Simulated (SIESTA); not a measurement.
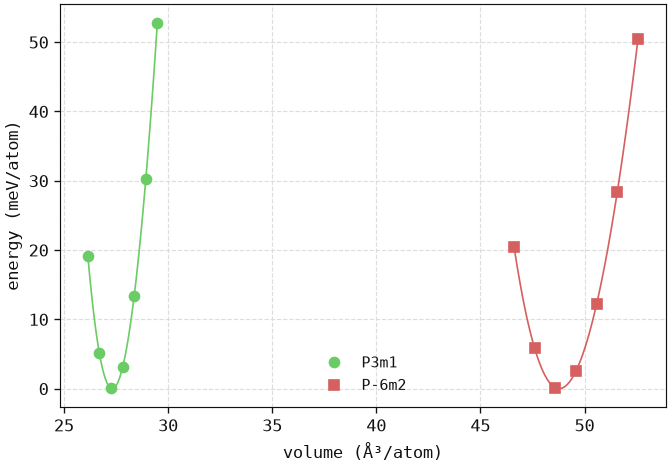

Energy against volume, with one curve for each structure, for WS₂. Each energy curve has its own zero, so the curves don't rank the structures.

Settings that differ: P3m1: k mesh 8×8×1; P-6m2: k mesh 10×10×2.

The fitted equilibrium volumes, smallest first, are P3m1 27.318, P-6m2 48.781 Å³/atom. The fitted bulk moduli, smallest first, are P-6m2 62.9, P3m1 113.0 GPa.

How it was computed, with SIESTA 5.4.2: DFT in numerical atomic orbitals with pseudopotentials, no spin polarisation; energies at scaled volumes of the given cell, shape and fractions fixed, counted from the fit's minimum, third-order Birch-Murnaghan fit. Level: LDA.

```json
{"setting": "occupations", "value": "Fermi–Dirac"}
{"setting": "smearing width", "value": "0.05 eV"}
{"setting": "potentials", "value": "PseudoDojo 0.4 standard, converted to PSML, two zetas on semicore shells"}
```

Keep in mind: mulliken charges of long orbitals; short basis over semicore shells; shape and atomic fractions are frozen while scaling, which makes layered, chain and framework solids too stiff.
